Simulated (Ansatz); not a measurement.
## A series of single points on MgO

System: MgO (I4mm, 2 atoms in the cell).
Method: DFT PBEsol, scalar-relativistic, plane waves, PAW, PAW set soft_1, no spin polarisation (Ansatz 0.2.0).

The 7 runs differ only in the geometry, by an even scaling of the cell at fixed fractional positions. The structure derives from an entry of the Crystallography Open Database.

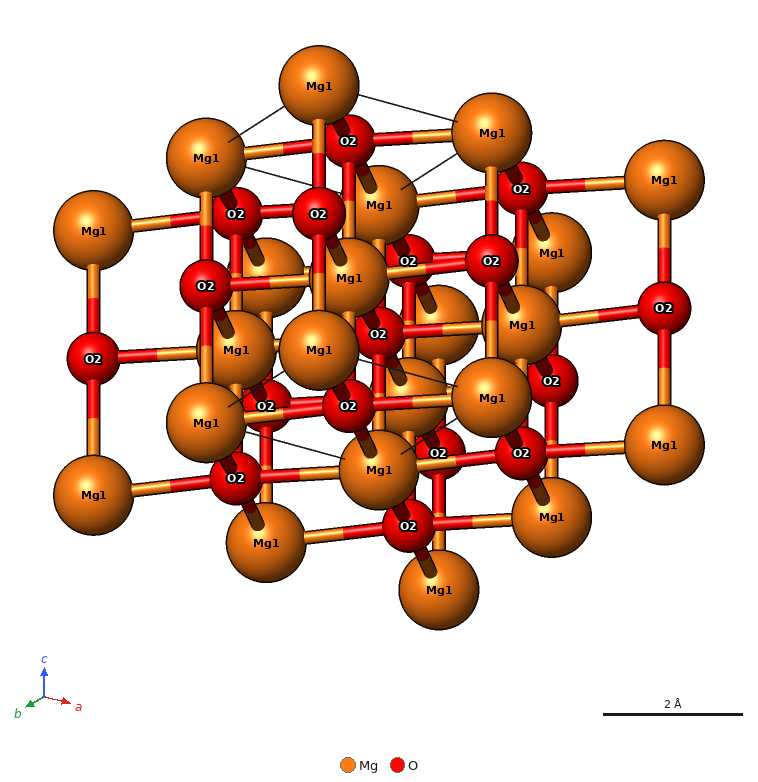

Figure 1. The structure of run 4 (ball-and-stick view of the cell 2 times as large as that of the calculation, set on its symmetry axes, repeated 2 × 2 × 1, seen at an oblique angle; atoms are numbered from 1 in the order of the input).

### Input of run 4
```yaml
crystal:
  lattice:
    - [0.0, 2.1075959641, 2.1075959641]
    - [2.1075959641, 0.0, 2.1075959641]
    - [2.1075959641, 2.1075959641, 0.0]
  atoms:
    - { symbol: Mg, position: [0.0063090101, 0.0063090101, -0.0063090101] }
    - { symbol: O, position: [0.4904156203, 0.4904156203, 0.5095843797] }
basis:
  ecutwfc: 520.0
kpoints:
  mp_grid: { grid: [10, 10, 10] }
hamiltonian:
  xc: pbesol
  pseudopotentials: { kind: paw, azcp: { folder: soft_1 } }
scf:
  occupations: { method: gaussian, width: 0.05 }
output:
  forces: true
  stress: true
  eigenvalues: true
```

Command:
```bash
ansatz run input.yaml --threads 1 --pin off --max-ram 2048MiB --backend cpu --events-out ev --progress --plain --runs-dir out
```

Lattice vectors (Å) and fractional positions of run 4:
```
   0.000000    2.107596    2.107596
   2.107596    0.000000    2.107596
   2.107596    2.107596    0.000000
Mg  0.006309  0.006309 -0.006309
O   0.490416  0.490416  0.509584
```

Run 6 differs from it as follows:
```diff
-    - [0.0, 2.1075959641, 2.1075959641]
-    - [2.1075959641, 0.0, 2.1075959641]
-    - [2.1075959641, 2.1075959641, 0.0]
+    - [0.0, 2.1427928167, 2.1427928167]
+    - [2.1427928167, 0.0, 2.1427928167]
+    - [2.1427928167, 2.1427928167, 0.0]
```

### Results, with one run withheld

```tsv
run	volume per atom (Å³)	free energy per atom, from the lowest run given (meV)	pressure (GPa)	gap on the mesh (eV)
1	8.677	29.95	14.48	5.38
2	8.901	13.44	9.29	5.12
3	9.131	3.55	4.59	4.86
4	9.362	0.00	0.42	4.62
5	9.597	2.19	−3.32	4.38
6	9.839	?	?	?
7	10.082	22.27	−9.68	3.94
```

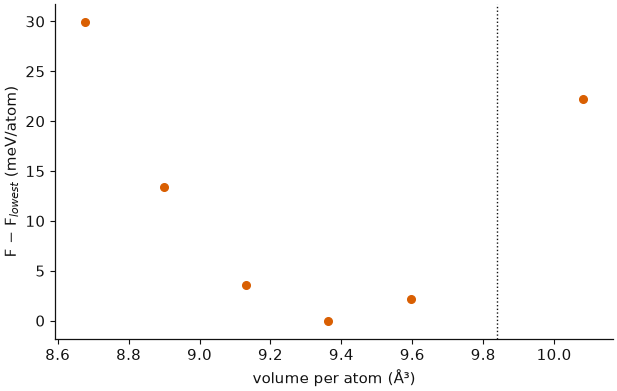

Figure 2. Free energy per atom of the runs given; the dotted line marks run 6.

What should run 6 give?

A cubic polynomial in V^(−2/3) (the Birch–Murnaghan form), fitted to the 6 runs given, misses them by at most 0.01 meV per atom. With x = V^(−2/3) − 0.22656 Å⁻², it reads F = 0.66442 + 752.05 x + 2.0463e+05 x² + 23558 x³ (meV per atom). At run 6 it gives 9.80 meV per atom, and the run itself gives 9.81. The slope of the fit gives a pressure −dF/dV of −6.70 GPa there, and the run prints −6.70 GPa. The fit has its minimum at 9.387 Å³ per atom, where V d²F/dV² gives 157 GPa. Cell shape and fractional positions are held, so this is the stiffness under even scaling; the relaxed bulk modulus wasn't computed. The gap on the mesh goes, without turning, from 5.38 eV in run 1 to 3.94 eV in run 7; run 6 has 4.16 eV. These are gaps of this functional on this mesh, which can miss the band edges; they aren't the measured gap.

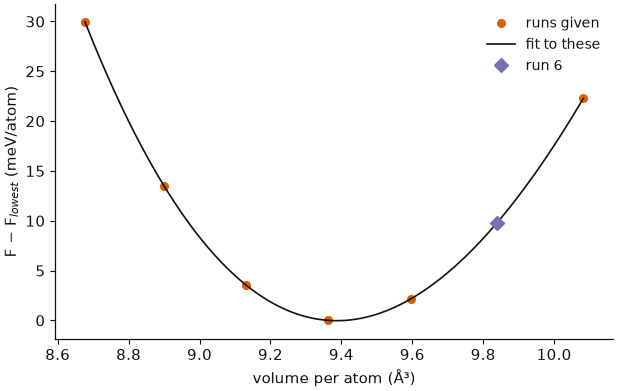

Figure 3. The fit and the withheld run.

### Output, shortened to warnings, some set-up lines, iterations and results (run 6)
```
Warning: [file] the record states the generating functional pbe (its physics header spells it `PBE`), which answers neither for hamiltonian.xc's functional nor for the pbesol family's — results may be inconsistent (PPs are generated against a specific XC)
Warning: [file] the record states the generating functional pbe (its physics header spells it `PBE`), which answers neither for hamiltonian.xc's functional nor for the pbesol family's — results may be inconsistent (PPs are generated against a specific XC)
Basis set: ecut = 520 eV, 531 PW (Γ), exchange–correlation on 48×48×48 points (8 copies of the dense FFT grid, shifted against one another)
Symmetry: 8 space group operations
k-points: 102 of 1000 (time reversal used)
Initial density: superposition of atomic densities (chi_scale 0.1, normalization cell, long waves kept (reshape's long-wave potential 0.00 eV rms))
[...]
SCF iter   1: F=—  HF=-2475.860123 eV  |F-HF|=—  |Δ(HF+E_count)|=         —  Δρ=7.17e-2  dr2=5.02e-1  ethr=3.10e-3  ⟨swp⟩=6.0  Hψ=7602  notcnv=0
SCF iter   2: F=—  HF=-2475.809150 eV  |F-HF|=—  |Δ(HF+E_count)|=   5.10e-2  Δρ=2.65e-2  dr2=7.84e-2  ethr=3.10e-3  ⟨swp⟩=2.8  Hψ=2692  notcnv=0
SCF iter   3: F=—  HF=-2475.843578 eV  |F-HF|=—  |Δ(HF+E_count)|=   3.44e-2  Δρ=5.07e-3  dr2=3.83e-3  ethr=4.90e-4  ⟨swp⟩=2.9  Hψ=2179  notcnv=0
SCF iter   4: F=—  HF=-2475.846094 eV  |F-HF|=—  |Δ(HF+E_count)|=   2.52e-3  Δρ=3.81e-4  dr2=2.08e-5  ethr=2.40e-5  ⟨swp⟩=2.3  Hψ=2130  notcnv=0
SCF iter   5: F=—  HF=-2475.846091 eV  |F-HF|=—  |Δ(HF+E_count)|=   2.94e-6  Δρ=8.81e-5  dr2=8.92e-7  ethr=1.30e-7  ⟨swp⟩=2.1  Hψ=1860  notcnv=0
SCF iter   6: F=-2475.846091 eV  HF=-2475.846091 eV  |F-HF|=1.89e-9  |Δ(HF+E_count)|=   2.77e-7  Δρ=5.40e-6  dr2=1.68e-9  ethr=6.25e-10  ⟨swp⟩=6.1  Hψ=5910  notcnv=0
SCF 1 converged in 6 iterations: F = -2475.846091 eV  dr2 = 1.68e-9
SCF converged after 6 iterations
Free energy (F): -2475.846091 eV
Harris-Foulkes:  -2475.846091 eV  (|F-HF|=1.89e-9)
Internal energy: -2475.846091 eV  (E = F + TS)
E sigma→0 (E₀):  -2475.846091 eV
Fermi energy:    9.385632 eV
--- Per-component energies (eV) ---
  E_band       = -303.808297
  E_kinetic    = 241.196591
  E_local      = -1724.940005  (includes V_loc(G=0)·N_el)
  E_nonlocal   = 247.682016
  E_hartree    = 572.219367
  E_xc         = -98.859623
  E_vxc        = -127.315680  (∫ρ·V_xc dr)
  E_paw        = -446.420458  (= ΣΔE_a)
  E_vpaw       = -84.871451  (= ΣTr[D̂ρ^β])
  E_aug_tail   = 0.000149  (compensation charges beyond the density's cutoff)
  E_ewald      = -1266.818279
  E_core_change = 0.094150  (= ΣΔE_core)
  E_smearing   = -0.000000  (= −TS)
  E_closure    = 0.000000  (closes the sum)
  Σ components = -2475.846091   (vs F -2475.846091, Δ=0.00e0)
--- Forces (eV/Å), atoms counted from 1 ---
  atom   1  Mg     0.00000000     0.00000000    -0.29180994
  atom   2  O      0.00000000     0.00000000     0.29180980
  max |Σ_I F_I| component: 1.49e-7 eV/Å
--- Stress (GPa, compression-positive) ---
       -7.140870       0.000000       0.000000
        0.000000      -7.140870       0.000000
        0.000000       0.000000      -5.816678
  P = ⅓ Tr σ = -6.6995 GPa (-66.995 kbar)
```

The program warns: the PAW datasets were made with another functional.
